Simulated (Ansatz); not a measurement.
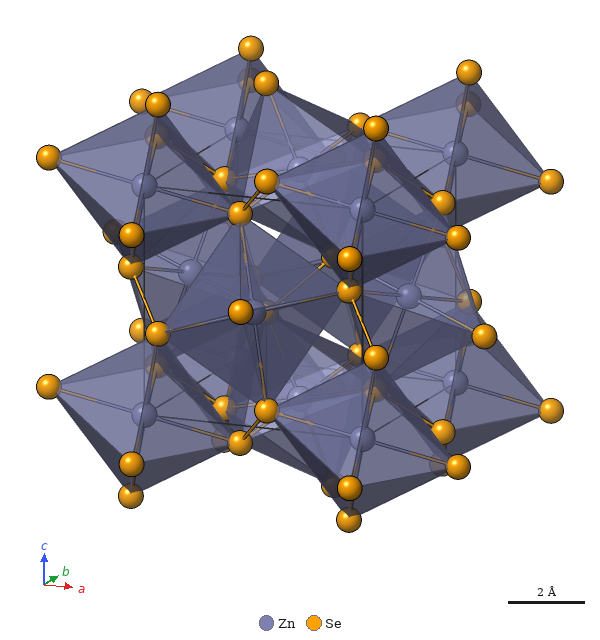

This is solid ZnSe2 (set up in Pa-3). A polyhedral model of the cell of the calculation, seen slightly off an axis.

Computed with Ansatz, DFT r2SCAN, scalar-relativistic, plane waves, PAW. Set-up: plane-wave cutoff 500 eV; k-point mesh 4 × 4 × 4; occupations gaussian; smearing width 0.02 eV; no spin polarisation.

The variant: Uniaxial strain along a, −1.5 %, is applied. The b and c axes and the atoms are relaxed.

Input file:
```yaml
crystal:
  lattice:
    - [6.2123693132, 0.0, 0.0]
    - [0.0, 6.3306250742, 0.0]
    - [0.0, 0.0, 6.3306250742]
  atoms:
    - { symbol: Zn, position: [0.5, 0.5, 0.0] }
    - { symbol: Zn, position: [0.5, 0.0, 0.5] }
    - { symbol: Zn, position: [0.0, 0.5, 0.5] }
    - { symbol: Zn, position: [0.0, 0.0, 0.0] }
    - { symbol: Se, position: [0.1083085856, 0.8916914144, 0.3916914144] }
    - { symbol: Se, position: [0.8916914144, 0.3916914144, 0.1083085856] }
    - { symbol: Se, position: [0.3916914144, 0.1083085856, 0.8916914144] }
    - { symbol: Se, position: [0.6083085856, 0.6083085856, 0.6083085856] }
    - { symbol: Se, position: [0.8916914144, 0.1083085856, 0.6083085856] }
    - { symbol: Se, position: [0.1083085856, 0.6083085856, 0.8916914144] }
    - { symbol: Se, position: [0.6083085856, 0.8916914144, 0.1083085856] }
    - { symbol: Se, position: [0.3916914144, 0.3916914144, 0.3916914144] }
basis:
  ecutwfc: 500
kpoints:
  mp_grid: { grid: [4, 4, 4] }
hamiltonian:
  xc: r2scan
scf:
  occupations: { method: gaussian, width: 0.02 }
output:
  forces: true
  stress: true
  eigenvalues: true
relax:
  adjacent_minimum: "off"
  f_tol: 0.008
  max_steps: 40
  cell: { stress_tol: 0.015, fix: [a, angles] }
```

Run as
```bash
ansatz run input.yaml --threads 2 --pin off --max-ram 5120MiB --backend cpu --events-out ev --progress --plain --runs-dir out
```

### What does the calculation give for the changed structure?

The energy changes by less than 1 meV per atom. The pressure goes from 0.0 to 0.3 GPa. The principal stresses (compression positive) are 0.8 GPa along a and none across it. The gap on the k-mesh goes from 1.18 to 1.13 eV. The volume changes by −0.3 %, with a 6.307 → 6.212 Å (−1.5 %), b 6.307 → 6.344 Å (+0.6 %), c 6.307 → 6.345 Å (+0.6 %). The largest moves relative to the cell, 0.006 Å, are those of 8 atoms (Se5, Se6, Se7, Se8 and others). Se5 goes roughly along [3 1 2]. Zn stays in place. Among the bonded contacts that change: Se–Zn 2.653 → 2.614 to 2.669 Å. The space group (tolerance 0.01 Å) goes from Pa-3 (No. 205) to Pbca (No. 61).

Drawn alike, the variant:

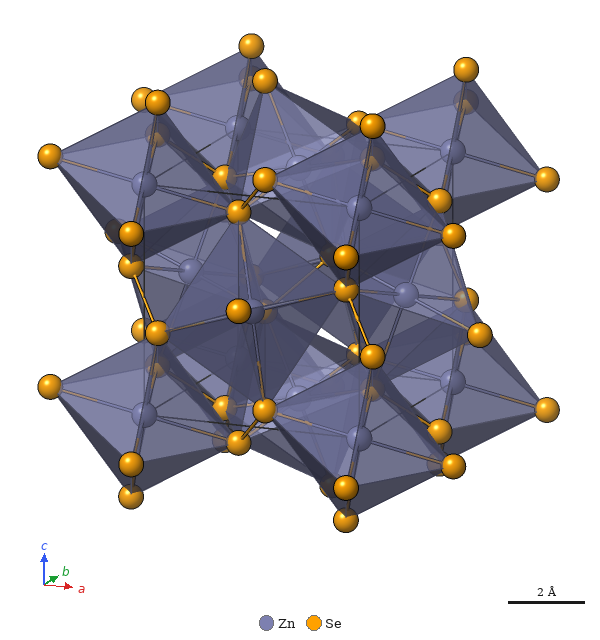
